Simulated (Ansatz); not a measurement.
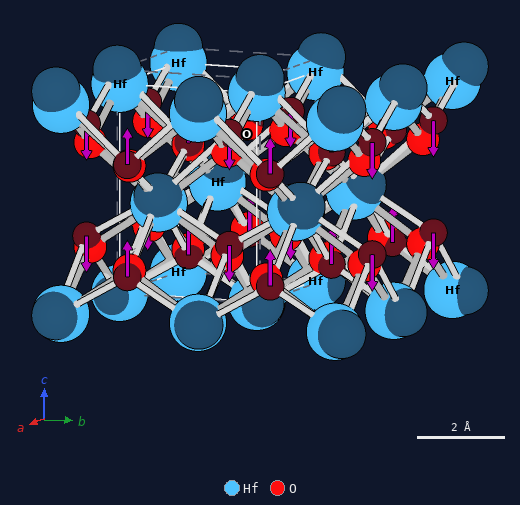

A crystal of HfO2 (set up in P4_2/nmc), drawn pale, and a changed version of it, drawn solid. The purple arrows show how the atoms are displaced (without the part that the change of the cell carries along), magnified 5 times. A ball-and-stick model of the cell of the calculation, repeated 2 × 2 × 1 with one cell outlined, seen slightly off an axis.

The calculation used Ansatz 0.2.0, DFT PBE, scalar-relativistic, plane waves, PAW. (plane-wave cutoff 420 eV; occupations gaussian; smearing width 0.02 eV; no spin polarisation) The k-mesh is chosen for each cell (6×6×4, 8×8×6).

**What was done to the structure, and with what result?**

The crystal is put under a hydrostatic pressure of 40 GPa. Cell and atoms are relaxed at that pressure. The volume changes by −14.3 %, with a = b 3.604 → 3.457 Å (−4.1 %), c 5.264 → 4.907 Å (−6.8 %). The largest moves relative to the cell, 0.18 Å, are those of O atoms. Hf stays in place. Near-neighbour distances before and after: Hf–O 2.420 → 2.180 Å, Hf–O 2.069 → 2.062 Å. The space group stays P4_2/nmc (No. 137). The energy rises by 172 meV per atom. (The two runs use different k-meshes.) The pressure goes from 0.0 to 40.0 GPa. The gap on the k-mesh: 4.67 eV before, 4.35 eV after.
